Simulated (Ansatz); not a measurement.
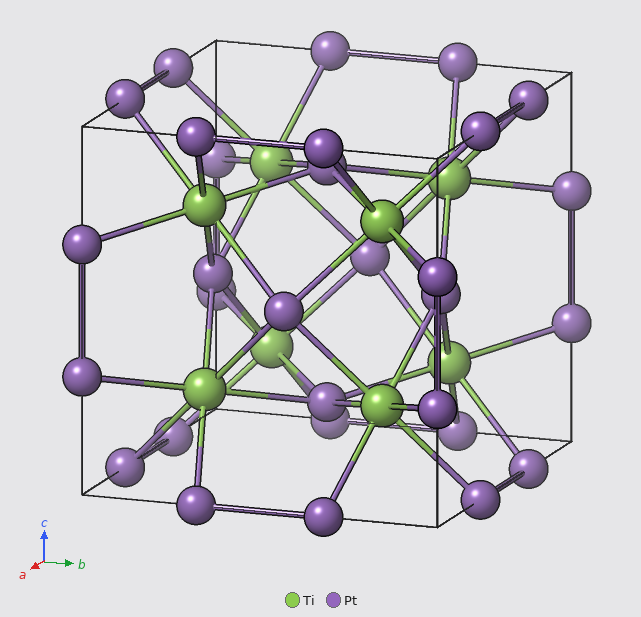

View slightly off an axis, drawn as a ball-and-stick model. The parallelepiped is the conventional unit cell. Cell: a = 7.17 Å, b = 7.17 Å, c = 7.17 Å, α = 90.00°, β = 90.00°, γ = 90.00°.

Starting structure: a random cell made by a generator, so it need not be a real form of the compound. Earlier steps of the study may have refined or changed the cell and positions. It was the input of a calculation with Ansatz.

Question: Give a description of the structure.

Answer: It has the composition Ti$_{2}$Pt$_{3}$. The lattice is body-centred cubic and the space group Im-3m (No. 229). One cell contains 8 Ti, 12 Pt, 20 atoms in all. The neighbours of Ti are six Pt in a distorted octahedral arrangement at about 2.6 Å. The Pt atoms are each bonded to four Ti and one Pt (about 2.6 Å to Ti, 2.6 Å to Pt). The bonds build a three-dimensional framework.

Results below were computed with DFT PBE, scalar-relativistic, plane waves, PAW (Ansatz 0.2.0); the settings were plane waves up to 420 eV, k-points about 0.15 Å⁻¹ apart, Gaussian smearing of 0.1 eV, no spin polarisation.

Question: Metal or not?

Answer: A metal: bands cross the Fermi level.

Question: What are the atomic charges by Bader's partition?

Answer: Ti +1.44 e; Pt -0.96 e.

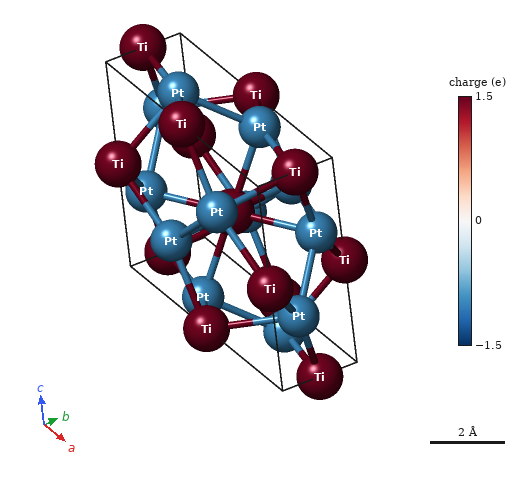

The atoms coloured by those charges. The run's cell of 10 atoms is drawn, so axes and origin can differ from the first picture.

Question: Can this geometry be taken as optimised?

Answer: Yes. All forces vanish to within 0.01 eV/Å. The pressure is 0.0 GPa, close to zero.
